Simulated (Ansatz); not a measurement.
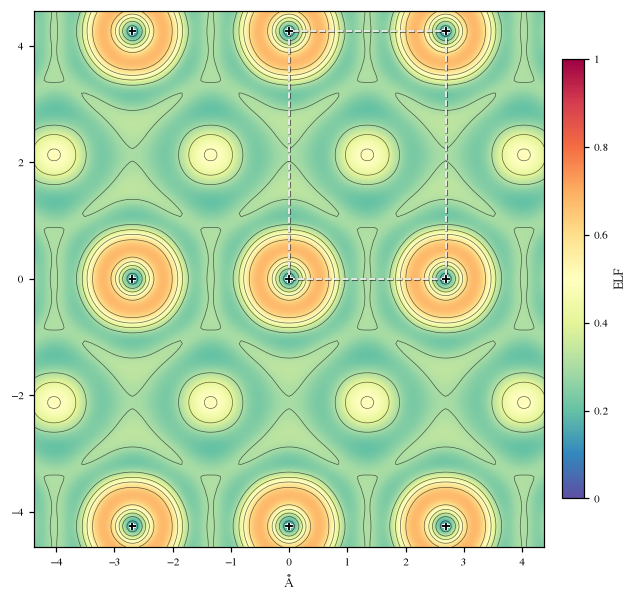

The electron localisation function on a plane through atoms (crosses mark nuclei in the plane).

Theory: DFT PBEsol, scalar-relativistic, plane waves, PAW (Ansatz).

Candidates:
A. Ru, a = 2.69 Å, b = 2.69 Å, c = 4.25 Å, α = 90.00°, β = 90.00°, γ = 120.00°. Space group P6₃/mmc; computed without spin polarisation.
B. Ti₈C₅, a = 6.07 Å, b = 6.07 Å, c = 14.75 Å, α = 90.00°, β = 90.00°, γ = 120.00°. Space group R-3m; a structure from a database of computed crystals, not necessarily the ambient phase; computed without spin polarisation.

**Which system is this?**

Candidate A: Ru on the (100) plane of the conventional cell, which holds Ru. Ru–Ru (2.69 Å): the ELF is about 0.30 at the midpoint.
